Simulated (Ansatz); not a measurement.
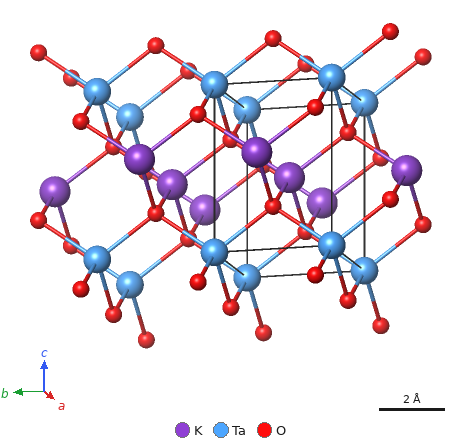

This is the input geometry for a relaxation of crystalline KTaO2 (a generated structure, set up in P-4m2) (coarse preliminary run). A ball-and-stick model of the cell of the calculation, repeated 1 × 2 × 1 with one cell outlined, seen from a free direction.

The calculation used DFT PBE, scalar-relativistic, plane waves, PAW in Ansatz 0.2.0.

Input file:
```yaml
crystal:
  lattice:
    - [3.80244809, 0.0, 0.0]
    - [0.0, 3.80244809, 0.0]
    - [0.0, 0.0, 5.36640445]
  atoms:
    - { symbol: K, position: [0.5, 0.5, 0.5] }
    - { symbol: Ta, position: [0.0, 0.0, 0.0], spin: 1.0 }
    - { symbol: O, position: [0.0, 0.5, 0.25300863] }
    - { symbol: O, position: [0.5, 0.0, 0.74699137] }
basis:
  ecutwfc: 420
kpoints:
  mp_grid: { grid: [4, 4, 4] }
hamiltonian:
  xc: pbe
scf:
  occupations: { method: gaussian, width: 0.1 }
  lower_state_search: "off"
output:
  forces: true
  stress: true
  eigenvalues: true
  populations: true
magnetization:
  spin_polarized: true
relax:
  adjacent_minimum: "off"
  f_tol: 0.04
  max_steps: 70
  cell: { stress_tol: 0.4 }
```

Launched with:
```bash
ansatz run input.yaml --threads 1 --pin off --max-ram 2560MiB --backend cpu --events-out ev --progress --plain --runs-dir out
```

What does the optimiser find from here?

After 8 accepted moves (9 points after the start) the energy has fallen by 1279 meV per atom. Largest force component: 5.1 eV/Å at the start, 0.01 eV/Å at the end. Pressure: −10.10 GPa at the start and −0.15 GPa at the end. The SCF was repeated once at an unchanged geometry on a basis and grid sized afresh for the cell, which shifted the energy by 1.0 meV per atom at most. The largest moves relative to the cell, 0.99 Å, are those of O3 and O4. O3 goes along −c. Ta and K stay in place. Cell: a = b 3.802 → 3.835 Å (+0.9 %), c 5.366 → 5.403 Å (+0.7 %). Volume +2.4 %. Some distances before and after: K1–O3 2.318 → 3.013 Å, Ta2–O3 2.336 → 1.954 Å. Among the angles between lasting bonds that change: Ta2–O3–Ta2 108.9° → 157.8°, O3–Ta2–O3 108.9° → 157.8°, O3–K1–O3 110.2° → 79.0°. The space group stays P-4m2 (No. 115). The program noted that the starting moments weren't kept. Cost: 2.5 min on 1 thread of Intel(R) Xeon(R) Processor @ 2.50GHz (Skylake/Cascade Lake), with other jobs on the host, peak memory 0.41 GiB.

Final geometry:

```
K Ta O
1.0
     3.83521    0.00000    0.00000
     0.00000    3.83521    0.00000
     0.00000    0.00000    5.40308
K Ta O
1 1 2
Direct
  0.50000 0.50000 0.50000
  0.00000 0.00000 0.00000
  0.00000 0.50000 0.06978
  0.50000 0.00000 0.93022
```

After the run, drawn alike:

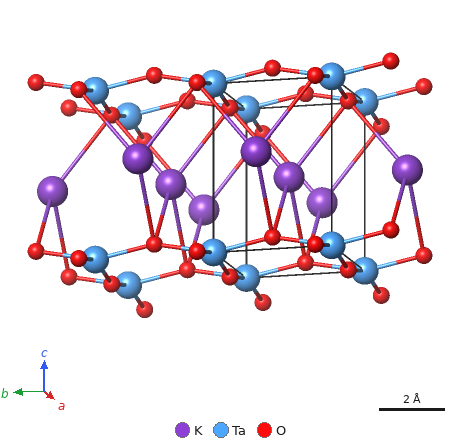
